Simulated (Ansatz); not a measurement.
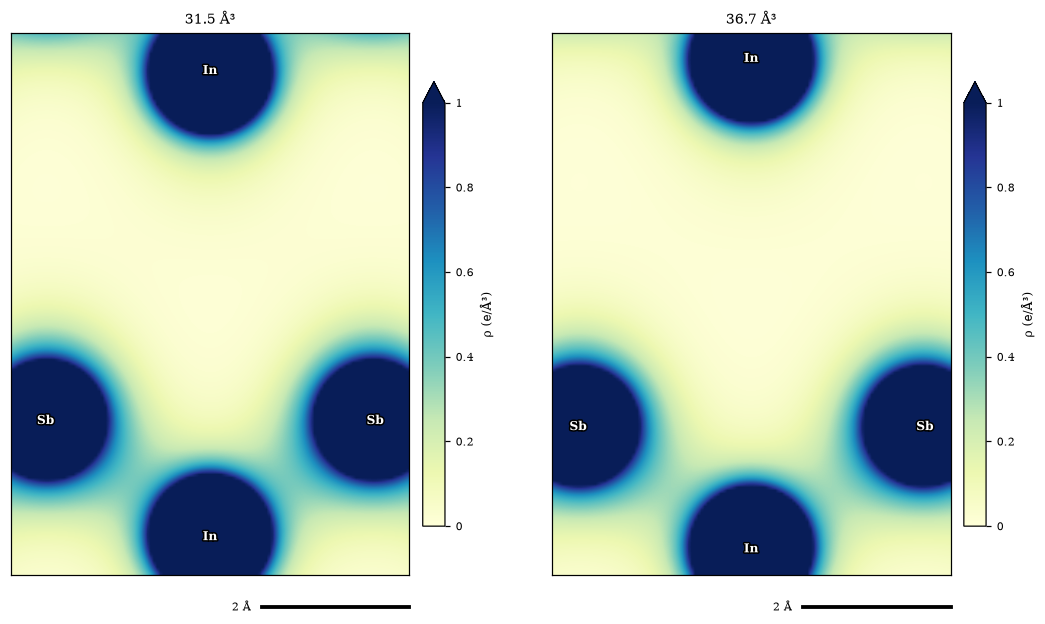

InSb. The valence electron density of cells scaled evenly to different volumes (given per atom above each panel), on the (101̄) plane of each (indices in the axes of the cell below), at one length scale and on one colour scale.

The calculation used DFT PBEsol, scalar-relativistic, plane waves, PAW (Ansatz).

Core electrons are frozen (PAW), and the valence fields are smoothed inside the atomic spheres.

The largest cell:

```yaml
crystal:
  lattice:
    - [0.00000, 3.32387, 3.32387]
    - [3.32387, 0.00000, 3.32387]
    - [3.32387, 3.32387, 0.00000]
  atoms:
    - { symbol: In, position: [0.00000, 0.00000, 0.00000] }
    - { symbol: Sb, position: [0.25000, 0.25000, 0.25000] }
```

| volume (Å³/atom) | In–Sb contact in the plane (Å) | ρ at its midpoint (e/Å³) | pressure (GPa) | 
| --- | --- | --- | --- |
| 31.53 | 2.736 | 0.399 | 5.0 | 
| 33.60 | 2.795 | ? | ? | 
| 36.72 | 2.879 | 0.327 | −2.2 | 

### Estimate the missing row, and compare with the calculation.

Over the known rows ln ρ falls by 1.39 per Å of In–Sb distance (the line through the two), which gives 0.368 e/Å³ at 2.795 Å; the calculation gives 0.367 e/Å³. For the pressure, a straight line in volume between the neighbouring rows gives 2.1 GPa; the calculation gives 1.4, lower because pressure rises ever faster on compression.
